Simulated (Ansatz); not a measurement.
# Run report: C49H4O, geometry relaxation (part 3 of 3)

Continued. System: C49H4O (slab, 54 atoms in the cell). Method: DFT PBE+D3(BJ), scalar-relativistic, plane waves, PAW, no spin polarisation (Ansatz 0.2.0); cutoff 420 eV, 3×2×1 k-mesh, Gaussian smearing of 0.05 eV. The structure derives from an entry of the Crystallography Open Database. The input holds or restrains some coordinates. Forces given for the steps count only the free coordinates. It belongs to a series of runs on one base structure; here: 1 MeOH a cell, inverted, over a top C site.

### Output, continued
```
  k-point 3: bands = ["-20.7899", "-20.7885", "-20.0573", "-19.4398", "-19.4384", "-19.2903", "-19.2890", "-17.9702", "-17.9687", "-17.2771", "-17.2759", "-16.3824", "-16.3817", "-15.8501", "-15.8489", "-15.3710", "-15.3706", "-15.3312", "-15.3301", "-14.8090", "-14.8088", "-14.2600", "-14.2597", "-13.5230", "-13.5228", "-12.7848", "-12.7839", "-11.8453", "-11.8444", "-11.7078", "-11.7074", "-11.4376", "-11.1339", "-11.1330", "-10.9852", "-10.9785", "-9.9303", "-9.9293", "-9.6098", "-9.6093", "-9.0606", "-9.0603", "-8.9881", "-8.9874", "-8.9276", "-8.9272", "-8.5399", "-8.5390", "-8.2427", "-8.2422", "-8.1371", "-8.1363", "-7.7187", "-7.7159", "-7.3098", "-7.3091", "-7.1213", "-6.9879", "-6.9867", "-6.9090", "-6.9037", "-6.4929", "-6.4921", "-6.1210", "-6.1202", "-6.0012", "-6.0007", "-5.9663", "-5.9658", "-5.5305", "-5.5276", "-5.3227", "-5.3170", "-5.3146", "-5.3130", "-5.2159", "-5.1135", "-5.0936", "-5.0396", "-5.0282", "-4.9790", "-4.8552", "-4.8344", "-4.2949", "-4.2939", "-4.1582", "-4.1555", "-3.9691", "-3.9686", "-3.7888", "-3.7844", "-2.8544", "-2.8538", "-2.6707", "-1.2998", "-1.2867", "-0.9520", "-0.8427", "-0.8399", "-0.7811", "-0.7510", "-0.6642", "-0.6557", "0.7100", "0.7109", "1.1001", "1.1006", "1.4901", "1.4982", "2.0027", "2.0074", "5.3422", "5.6845", "5.7512", "5.7514", "5.8123", "5.8143", "6.0560", "6.1309", "6.4190", "6.5541", "6.5676", "6.5715", "6.5739", "6.5811", "6.7078", "6.9931", "7.1050", "7.1736", "7.2615", "7.4588", "7.4934", "7.4963", "7.5278", "7.5442", "7.6260", "7.7375", "7.8628", "7.9101", "7.9429", "8.1273", "8.1420", "8.1904", "8.2334", "8.3682", "8.4491", "8.5171", "8.5990", "8.6822", "8.7270", "8.7789", "8.8897", "8.9465", "8.9932", "9.1021", "9.1828", "9.1907"]
--- Relaxed structure (17 steps of the walk, 14 accepted, 0 SCFs on fresh bases) ---
  F+E_penalty+E_count = -12901.41188763 eV   max|allowed force component| = 1.911e-2 eV/Å
  atoms:
    - { symbol: C, position: [0.24999999999999997, 0.49999999999999994, 0.29653846959999997] }
    - { symbol: C, position: [0.24999999999999997, 0.0, 0.29653846959999997] }
    - { symbol: C, position: [0.75, 0.49999999999999994, 0.29653846959999997] }
    - { symbol: C, position: [0.75, 0.0, 0.29653846959999997] }
    - { symbol: C, position: [0.49999999999999994, 0.6249999999999999, 0.29653846959999997] }
    - { symbol: C, position: [0.49999999999999994, 0.12499999999999999, 0.29653846959999997] }
    - { symbol: C, position: [0.0, 0.6249999999999999, 0.29653846959999997] }
    - { symbol: C, position: [0.0, 0.12499999999999999, 0.29653846959999997] }
    - { symbol: C, position: [0.49999999999999994, 0.7499999999999999, 0.34315246359999996] }
    - { symbol: C, position: [0.49999999999999994, 0.24999999999999997, 0.34315246359999996] }
    - { symbol: C, position: [0.0, 0.7499999999999999, 0.34315246359999996] }
    - { symbol: C, position: [0.0, 0.24999999999999997, 0.34315246359999996] }
    - { symbol: C, position: [0.75, 0.8749999999999999, 0.34315246359999996] }
    - { symbol: C, position: [0.75, 0.37499999999999994, 0.34315246359999996] }
    - { symbol: C, position: [0.24999999999999997, 0.8749999999999999, 0.34315246359999996] }
    - { symbol: C, position: [0.24999999999999997, 0.37499999999999994, 0.34315246359999996] }
    - { symbol: C, position: [0.75, 0.0, 0.38976645739999993] }
    - { symbol: C, position: [0.75, 0.49999999999999994, 0.38976645739999993] }
    - { symbol: C, position: [0.24999999999999997, 0.0, 0.38976645739999993] }
    - { symbol: C, position: [0.24999999999999997, 0.49999999999999994, 0.38976645739999993] }
    - { symbol: C, position: [0.0, 0.12499999999999999, 0.38976645739999993] }
    - { symbol: C, position: [0.0, 0.6249999999999999, 0.38976645739999993] }
    - { symbol: C, position: [0.49999999999999994, 0.12499999999999999, 0.38976645739999993] }
    - { symbol: C, position: [0.49999999999999994, 0.6249999999999999, 0.38976645739999993] }
    - { symbol: C, position: [-2.302689704326675e-5, 0.25055097129614906, 0.43614481137696576] }
    - { symbol: C, position: [-2.4540497476674644e-5, 0.7505929255068098, 0.43615126416277444] }
    - { symbol: C, position: [0.4999825432908001, 0.25058177753354977, 0.4361256671709923] }
    - { symbol: C, position: [0.49999618629511405, 0.7505943430429523, 0.43614151531732603] }
    - { symbol: C, position: [0.24998465028786104, 0.37445881368717093, 0.43611858795830927] }
    - { symbol: C, position: [0.24998093807089153, 0.8744574197113253, 0.4361481730089997] }
    - { symbol: C, position: [0.7499874497708909, 0.3744683154199825, 0.43614680204151335] }
    - { symbol: C, position: [0.7499839829729801, 0.8744766695596922, 0.4361539094486529] }
    - { symbol: C, position: [0.25000602725480303, 0.5046562417515454, 0.4841725774822233] }
    - { symbol: C, position: [0.2499493490856543, 0.004631134502702451, 0.48422362105665656] }
    - { symbol: C, position: [0.7499641281930506, 0.5046444943212685, 0.4842077286706511] }
    - { symbol: C, position: [0.7499583771754169, 0.004641647261474965, 0.48422362918237116] }
    - { symbol: C, position: [0.4999952318881564, 0.6204488544805696, 0.4842012363309369] }
    - { symbol: C, position: [0.49993945330388556, 0.12041892453594512, 0.4842033094313145] }
    - { symbol: C, position: [-2.649008461042465e-5, 0.6204347961549345, 0.48421125821499744] }
    - { symbol: C, position: [-4.094635575749445e-5, 0.12042506508507553, 0.48421190390477714] }
    - { symbol: C, position: [0.4999754676271286, 0.7646331579526735, 0.5237084445321712] }
    - { symbol: C, position: [0.49994900442110607, 0.26473670301301816, 0.5236358572833028] }
    - { symbol: C, position: [-2.763747512734105e-5, 0.7647072166526855, 0.5237142208260294] }
    - { symbol: C, position: [-0.00011631786990474344, 0.2647629182616278, 0.5237052516525095] }
    - { symbol: C, position: [0.7499389536020652, 0.860408728783603, 0.5237543822612135] }
    - { symbol: C, position: [0.7500171948265671, 0.36047727051313333, 0.5237533784638336] }
    - { symbol: C, position: [0.24997545004696636, 0.8604051593034528, 0.5237426655329457] }
    - { symbol: C, position: [0.24993509461271796, 0.3604829745572507, 0.5236310573549922] }
    - { symbol: C, position: [0.40364125535320733, 0.27653949316194604, 0.646551010831381] }
    - { symbol: O, position: [0.3447132895134399, 0.23399203104533003, 0.6968935096948364] }
    - { symbol: H, position: [0.5732221238937051, 0.3738955902167954, 0.642652993169801] }
    - { symbol: H, position: [0.2267541563341682, 0.3444013693622228, 0.6308712382228715] }
    - { symbol: H, position: [0.4458205855158834, 0.14925725343043517, 0.6243224011182801] }
    - { symbol: H, position: [0.5065366366987786, 0.18991350953149952, 0.7126331913828885] }
```

### Trajectory as extended XYZ (Å, eV, eV/Å), 2 of the 17 frames kept, from step=1 to step=17
```
54
Lattice="5.0302 0.0000 0.0000 0.0000 7.1138 0.0000 0.0000 0.0000 26.9779" Properties=species:S:1:pos:R:3:forces:R:3 step=1 energy=-12901.30204
C     1.2575    3.5569    8.0000   -0.0009   4.5823   1.0217
C     1.2575    0.0000    8.0000   -0.0010   4.5794   1.0263
C     3.7727    3.5569    8.0000    0.0000   4.5818   1.0248
C     3.7727    0.0000    8.0000   -0.0007   4.5766   1.0154
C     2.5151    4.4461    8.0000   -0.0009  -4.5814   1.0207
C     2.5151    0.8892    8.0000    0.0035  -4.5790   1.0214
C     0.0000    4.4461    8.0000   -0.0014  -4.5797   1.0148
C     0.0000    0.8892    8.0000    0.0014  -4.5781   1.0228
C     2.5151    5.3353    9.2576    0.0030   1.0164  -1.1277
C     2.5151    1.7784    9.2576   -0.0026   1.0190  -1.1256
C     0.0000    5.3353    9.2576   -0.0048   1.0171  -1.1204
C     0.0000    1.7784    9.2576    0.0040   1.0174  -1.1256
C     3.7727    6.2246    9.2576    0.0024  -1.0208  -1.1159
C     3.7727    2.6677    9.2576   -0.0020  -1.0141  -1.1253
C     1.2575    6.2246    9.2576   -0.0012  -1.0180  -1.1296
C     1.2575    2.6677    9.2576    0.0011  -1.0180  -1.1236
C     3.7727    0.0000   10.5151    0.0001   0.4760   0.0953
C     3.7727    3.5569   10.5151    0.0004   0.4769   0.1006
C     1.2575    0.0000   10.5151   -0.0002   0.4782   0.1059
C     1.2575    3.5569   10.5151    0.0000   0.4771   0.1050
C     0.0000    0.8892   10.5151   -0.0003  -0.4771   0.0991
C     0.0000    4.4461   10.5151   -0.0001  -0.4764   0.0969
C     2.5151    0.8892   10.5151    0.0000  -0.4757   0.1021
C     2.5151    4.4461   10.5151    0.0000  -0.4781   0.1032
C     0.0000    1.7824   11.7661    0.0003  -0.0040  -0.0003
C     0.0000    5.3393   11.7661    0.0013  -0.0008   0.0036
C     2.5151    1.7824   11.7661   -0.0004  -0.0061  -0.0109
C     2.5151    5.3393   11.7661   -0.0014   0.0013   0.0000
C     1.2575    2.6637   11.7661    0.0002  -0.0017  -0.0094
C     1.2575    6.2206   11.7661    0.0001   0.0007  -0.0014
C     3.7727    2.6637   11.7661    0.0004   0.0003   0.0060
C     3.7727    6.2206   11.7661   -0.0002   0.0014   0.0065
C     1.2575    3.5897   13.0628    0.0050  -0.0166  -0.0081
C     1.2575    0.0329   13.0628   -0.0009  -0.0009   0.0013
C     3.7727    3.5897   13.0628   -0.0038   0.0106  -0.0084
C     3.7727    0.0329   13.0628    0.0008   0.0061   0.0041
C     2.5151    4.4133   13.0628    0.0038   0.0016   0.0064
C     2.5151    0.8564   13.0628   -0.0076   0.0247  -0.0057
C     0.0000    4.4133   13.0628   -0.0025  -0.0024   0.0040
C     0.0000    0.8564   13.0628    0.0055   0.0025  -0.0071
C     2.5151    5.4397   14.1279    0.0067  -0.0123   0.0069
C     2.5151    1.8828   14.1279    0.0266  -0.0396  -0.0824
C     0.0000    5.4397   14.1279    0.0007  -0.0119   0.0110
C     0.0000    1.8828   14.1279   -0.0528  -0.0062  -0.0398
C     3.7727    6.1202   14.1279   -0.0037   0.0084   0.0100
C     3.7727    2.5633   14.1279    0.0264  -0.0215   0.0230
C     1.2575    6.1202   14.1279   -0.0022   0.0192   0.0121
C     1.2575    2.5633   14.1279   -0.0041   0.0028  -0.1166
C     1.8348    2.0140   17.3299    0.3700  -0.2108  -0.6417
O     1.4076    2.4205   18.5979    0.1914  -0.2693   1.4991
H     2.9149    2.2412   17.1979   -0.2231  -0.1400  -0.2447
H     1.2575    2.5633   16.5579    0.1894  -0.1715   0.4458
H     1.6615    0.9239   17.1979    0.1057   0.1858  -0.3181
H     1.9507    1.9036   19.2481   -0.6314   0.6485  -0.5282
54
Lattice="5.0302 0.0000 0.0000 0.0000 7.1138 0.0000 0.0000 0.0000 26.9779" Properties=species:S:1:pos:R:3:forces:R:3 step=17 energy=-12901.41189
C     1.2575    3.5569    8.0000   -0.0017   4.5811   1.0213
C     1.2575    0.0000    8.0000    0.0023   4.5810   1.0237
C     3.7727    3.5569    8.0000    0.0000   4.5800   1.0220
C     3.7727    0.0000    8.0000    0.0036   4.5791   1.0168
C     2.5151    4.4461    8.0000    0.0002  -4.5812   1.0243
C     2.5151    0.8892    8.0000   -0.0014  -4.5797   1.0203
C     0.0000    4.4461    8.0000   -0.0004  -4.5792   1.0154
C     0.0000    0.8892    8.0000   -0.0025  -4.5813   1.0223
C     2.5151    5.3353    9.2576    0.0015   1.0148  -1.1275
C     2.5151    1.7784    9.2576   -0.0018   1.0177  -1.1233
C     0.0000    5.3353    9.2576   -0.0024   1.0194  -1.1168
C     0.0000    1.7784    9.2576    0.0017   1.0167  -1.1223
C     3.7727    6.2246    9.2576    0.0034  -1.0189  -1.1164
C     3.7727    2.6677    9.2576   -0.0031  -1.0160  -1.1232
C     1.2575    6.2246    9.2576   -0.0020  -1.0172  -1.1262
C     1.2575    2.6677    9.2576    0.0022  -1.0168  -1.1264
C     3.7727    0.0000   10.5151    0.0003   0.4778   0.1018
C     3.7727    3.5569   10.5151    0.0006   0.4779   0.1027
C     1.2575    0.0000   10.5151   -0.0013   0.4796   0.1093
C     1.2575    3.5569   10.5151   -0.0015   0.4792   0.0965
C     0.0000    0.8892   10.5151   -0.0028  -0.4755   0.0995
C     0.0000    4.4461   10.5151   -0.0021  -0.4720   0.1025
C     2.5151    0.8892   10.5151    0.0008  -0.4784   0.1012
C     2.5151    4.4461   10.5151    0.0007  -0.4738   0.1068
C    -0.0001    1.7824   11.7663   -0.0001   0.0006   0.0005
C    -0.0001    5.3396   11.7665   -0.0001  -0.0001   0.0005
C     2.5150    1.7826   11.7658    0.0000   0.0013  -0.0001
C     2.5151    5.3396   11.7662    0.0002   0.0001   0.0002
C     1.2575    2.6638   11.7656    0.0000  -0.0005  -0.0004
C     1.2575    6.2207   11.7664    0.0000   0.0001   0.0000
C     3.7726    2.6639   11.7663    0.0001  -0.0002   0.0004
C     3.7726    6.2208   11.7665   -0.0001   0.0001  -0.0001
C     1.2576    3.5900   13.0620   -0.0001  -0.0003   0.0010
C     1.2573    0.0329   13.0634   -0.0001  -0.0002  -0.0001
C     3.7725    3.5899   13.0629    0.0000   0.0004  -0.0015
C     3.7724    0.0330   13.0634    0.0002  -0.0003   0.0001
C     2.5151    4.4137   13.0628    0.0000  -0.0002   0.0000
C     2.5148    0.8566   13.0628   -0.0002  -0.0004  -0.0005
C    -0.0001    4.4136   13.0630    0.0001  -0.0002  -0.0002
C    -0.0002    0.8567   13.0630    0.0004   0.0002  -0.0004
C     2.5150    5.4394   14.1286    0.0002   0.0003   0.0001
C     2.5148    1.8833   14.1266   -0.0002  -0.0003  -0.0001
C    -0.0001    5.4400   14.1287    0.0002   0.0003   0.0002
C    -0.0006    1.8835   14.1285   -0.0005  -0.0007   0.0000
C     3.7723    6.1208   14.1298   -0.0003  -0.0004   0.0002
C     3.7727    2.5644   14.1298    0.0005  -0.0006   0.0012
C     1.2574    6.1207   14.1295   -0.0001  -0.0001   0.0008
C     1.2572    2.5644   14.1265   -0.0004   0.0017  -0.0014
C     2.0304    1.9672   17.4426    0.0069   0.0058   0.0018
O     1.7340    1.6646   18.8008    0.0191  -0.0073   0.0004
H     2.8834    2.6598   17.3375   -0.0122  -0.0112   0.0033
H     1.1406    2.4500   17.0196    0.0092  -0.0107   0.0056
H     2.2426    1.0618   16.8429   -0.0023   0.0015  -0.0004
H     2.5480    1.3510   19.2254   -0.0145   0.0070  -0.0155
```

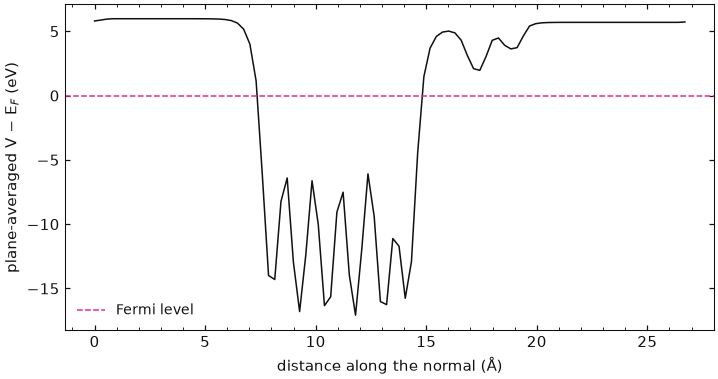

Plane average of the electrostatic potential energy of an electron across the cell, from the Fermi level. The vacuum level lies 5.69 eV above the Fermi level on the upper side and 5.98 eV on the lower.

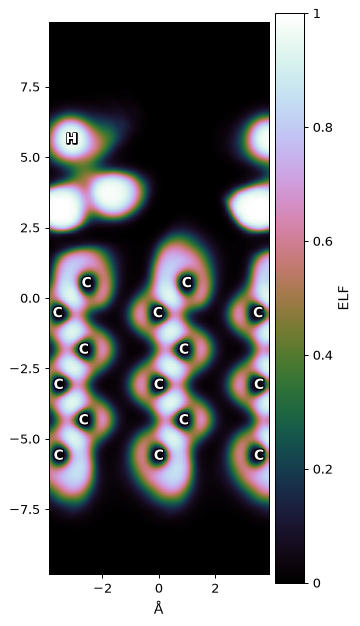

Electron localisation function on the (100) plane of the calculation cell, a cut from vacuum to vacuum. Atoms in the plane: C and H. C–C (1.48 Å): the ELF peaks at about 0.95 between the atoms, as expected for localised, shared-pair bonding. C–C (1.59 Å): the ELF peaks at about 0.95 between the atoms, which marks a shared electron pair. In a PAW calculation such maps are meaningful between the atoms, not at the nuclei.

### Results in brief

```json
{"quantity": "outcome", "value": "converged under the restraints of the input"}
{"quantity": "electrons treated", "value": "206"}
{"quantity": "free energy", "value": "−12901.4119 eV"}
{"quantity": "work function, top face", "value": "5.69 eV"}
{"quantity": "work function, bottom face", "value": "5.98 eV"}
{"quantity": "Fermi energy", "value": "−0.003 eV"}
{"quantity": "gap on the k-point mesh", "value": "none (metallic)"}
{"quantity": "final volume", "value": "965.37 Å³"}
{"quantity": "work function (upper face)", "value": "5.69 eV"}
{"quantity": "largest force (length of the vector) at the end, held atoms and coordinates included", "value": "4.694 eV/Å"}
{"quantity": "hardware", "value": "4 threads of Arm Neoverse V2, 24 GiB of memory available, shared host"}
{"quantity": "wall time", "value": "7.9 min (CPU time 24 min)"}
{"quantity": "peak memory", "value": "2.4 GiB"}
```

### Remarks

The program warns: the exchange-correlation potential is rough where the density is thin.
